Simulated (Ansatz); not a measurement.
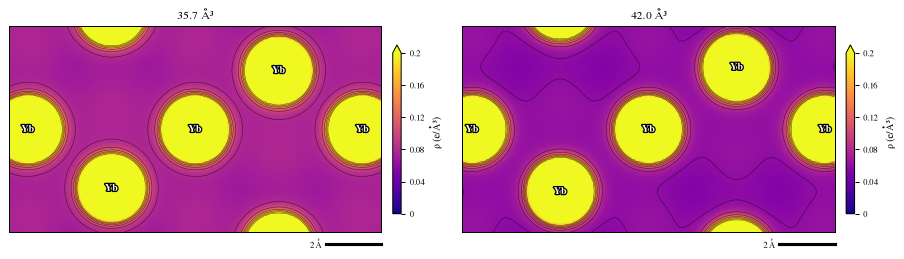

Yb. The valence charge density (pseudo) of cells scaled evenly to different volumes (given per atom above each panel), on the (110) plane of each (indices in the axes of the cell below), at one length scale and on one colour scale.

A generated structure, not necessarily the stable one; computed without spin polarisation; no Hubbard U on the f states and no spin–orbit coupling.

Computed with Ansatz 0.2.0, DFT, RPBE, plane waves (420 eV) with PAW, scalar-relativistic.

Core electrons are frozen (PAW), and the valence fields are smoothed inside the atomic spheres.

The largest cell:

```
Yb
1.0
     3.89522    0.00000    0.00000
    -1.94761    3.37336    0.00000
     0.00000    0.00000   12.76910
Yb
4
Cartesian
  0.0000 0.0000 0.0000
  0.0000 0.0000 6.3846
  0.0000 2.2489 3.1923
  1.9476 1.1244 9.5768
```

| volume (Å³/atom) | Yb–Yb contact in the plane (Å) | ρ at its midpoint (e/Å³) | pressure (GPa) | 
| --- | --- | --- | --- |
| 35.73 | 3.702 | 0.078 | 1.5 | 
| 37.29 | 3.755 | ? | ? | 
| 41.95 | 3.905 | 0.064 | −1.1 | 

> What values belong in the row with question marks?

Over the known rows ln ρ falls by 0.97 per Å of Yb–Yb distance (the line through the two), which gives 0.074 e/Å³ at 3.755 Å; the calculation gives 0.074 e/Å³. For the pressure, a straight line in volume between the neighbouring rows gives 0.8 GPa; the calculation gives 0.7.
